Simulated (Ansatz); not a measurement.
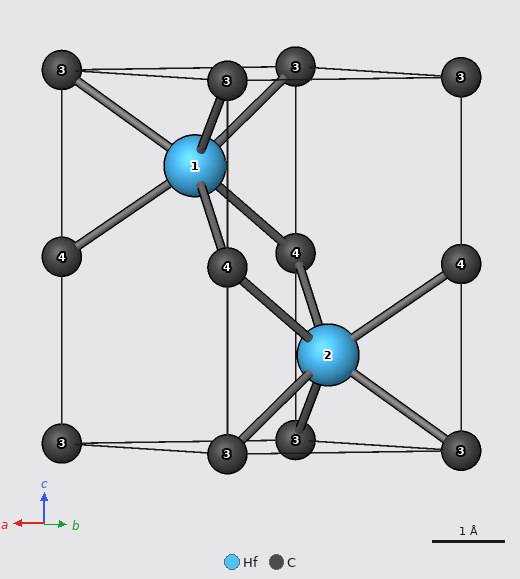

The starting point is a symmetric starting cell of HfC. The picture is a ball-and-stick view of the cell of the calculation, seen from a free direction.

The calculation used Ansatz, DFT r2SCAN, scalar-relativistic, plane waves, PAW. Set-up: plane-wave cutoff 500 eV; k-point mesh 15 × 15 × 8; occupations gaussian; smearing width 0.1 eV; no spin polarisation.

Change: All lengths are scaled by +4.4 % (volume +13.9 %), the atoms keeping their fractional coordinates. No relaxation follows. The starting cell wasn't computed here and needn't be at equilibrium, so pressure and forces aren't due to the change alone.

Input
```yaml
crystal:
  lattice:
    - [3.4911555912, 0.0, 0.0]
    - [-1.7455777956, 3.0234294305, 0.0]
    - [0.0, 0.0, 5.433506393]
  atoms:
    - { symbol: Hf, position: [0.66666667, 0.33333333, 0.75] }
    - { symbol: Hf, position: [0.33333333, 0.66666667, 0.25] }
    - { symbol: C, position: [0.0, 0.0, 0.0] }
    - { symbol: C, position: [0.0, 0.0, 0.5] }
basis:
  ecutwfc: 500
kpoints:
  mp_grid: { grid: [15, 15, 8] }
hamiltonian:
  xc: r2scan
scf:
  occupations: { method: gaussian, width: 0.1 }
output:
  forces: true
  stress: true
  eigenvalues: true
```

Command:
```bash
ansatz run input.yaml --threads 1 --pin off --max-ram 1331MiB --backend cpu --events-out ev --progress --plain --runs-dir out
```

What is the effect?

Among the bonded contacts that change: C–Hf 2.327 → 2.431 Å. The space group stays P6_3/mmc (No. 194). The pressure is −26.0 GPa (not all of it need come from the change, since the unchanged cell can be under pressure at this level too). The principal stresses (compression positive) are −22.7 GPa along c and −27.6 GPa across it. All forces vanish by symmetry.

Drawn alike, the variant:

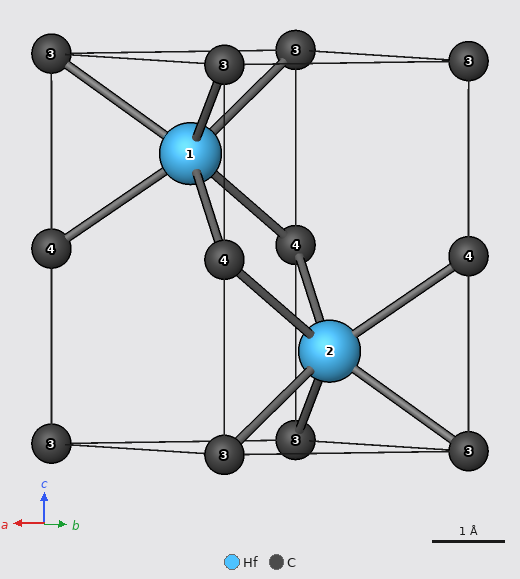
